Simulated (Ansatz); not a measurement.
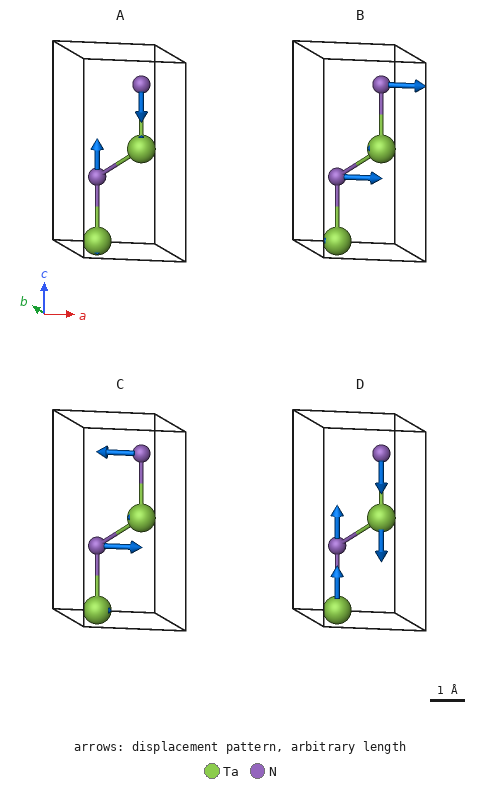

Four optical modes of solid TaN at the zone centre, in no order (one member of each degenerate set). The blue arrows are the displacements of the atoms (eigenvector over the root of the mass), of arbitrary overall length and sign. Style: ball-and-stick. Shown: the cell of the calculation, slightly off an axis.

These are results of DFT r2SCAN, scalar-relativistic, plane waves, PAW (Ansatz 0.2.0), not measurements. (plane-wave cutoff 500 eV; k-point mesh 18 × 18 × 8; occupations fermi dirac; smearing width 0.15 eV; no spin polarisation)

The frequencies depend somewhat on the k-mesh and the smearing.

Q: Rank the modes by frequency, softest first.

A: D (164 cm⁻¹), C (357 cm⁻¹), B (479 cm⁻¹), A (567 cm⁻¹). D, B₁: All motion is along c; atoms of one kind move against one another, with no net shift of any sublattice; the kinetic energy is shared as Ta 93 %, N 7 %. C, E₂: All motion is along a; atoms of one kind move against one another, with no net shift of any sublattice; the kinetic energy is shared as N 92 %, Ta 8 %. B, E₁: The N sublattice moves against the Ta sublattice, along a; the kinetic energy is shared as N 93 %, Ta 7 %. A, B₁: All motion is along c; atoms of one kind move against one another, with no net shift of any sublattice; it stretches the shortest N–Ta bonds (1.97 Å); the kinetic energy is shared as N 93 %, Ta 7 %. The crystal is metallic in this run.
